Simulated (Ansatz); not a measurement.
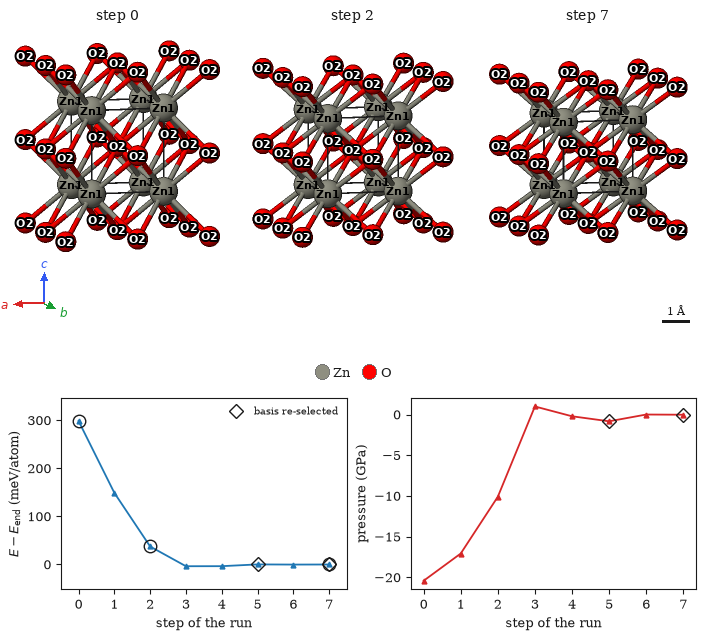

Frames of a relaxation of a crystal of ZnO (a generated structure, set up in P4/mmm) (coarse preliminary run), marked on the history of the run. Style: ball-and-stick. Shown: the cell of the calculation, from a free direction.

Level of theory: DFT PBE, scalar-relativistic, plane waves, PAW in Ansatz 0.2.0.

Input file:
```yaml
crystal:
  lattice:
    - [2.78814061, 0.0, 0.0]
    - [0.0, 2.78814061, 0.0]
    - [0.0, 0.0, 3.14130519]
  atoms:
    - { symbol: Zn, position: [0.0, 0.0, 0.0] }
    - { symbol: O, position: [0.5, 0.5, 0.5] }
basis:
  ecutwfc: 420
kpoints:
  mp_grid: { grid: [6, 6, 6] }
hamiltonian:
  xc: pbe
scf:
  occupations: { method: gaussian, width: 0.1 }
  lower_state_search: "off"
output:
  forces: true
  stress: true
  eigenvalues: true
relax:
  adjacent_minimum: "off"
  f_tol: 0.04
  max_steps: 70
  cell: { stress_tol: 0.4 }
```

Launched with:
```bash
ansatz run input.yaml --threads 1 --pin off --max-ram 2048MiB --backend cpu --events-out ev --progress --plain --runs-dir out
```

Q: Describe the path.

A: No atom moves by more than 0.005 Å relative to the cell. Cell: a = b 2.788 → 2.689 Å (−3.6 %), c 3.141 → 2.689 Å (−14.4 %). Volume −20.4 %. Near-neighbour distances that change, for instance: Zn1–O2 2.521 → 2.328 Å. The space group (tolerance 0.01 Å) goes from P4/mmm (No. 123) to Pm-3m (No. 221). Over 5 accepted moves (7 points after the start) the energy falls by 299 meV per atom. All forces vanish by symmetry, so only the cell relaxes. Pressure: −20.41 GPa at the start and −0.01 GPa at the end. The SCF was repeated twice at an unchanged geometry on a basis and grid sized afresh for the cell, which shifted the energy by 3.7 meV per atom at most. The run took 6.7 s on 1 thread of Intel(R) Xeon(R) Platinum 8488C (Sapphire Rapids), with other jobs on the host, peak memory 0.43 GiB. From step 0 to 2: volume −13.7 %, energy −261 meV per atom. From step 2 to 7: volume −7.7 %, energy −37.5 meV per atom.

Limits of the set-up: the k-point mesh is coarse for a cell with partly filled bands.
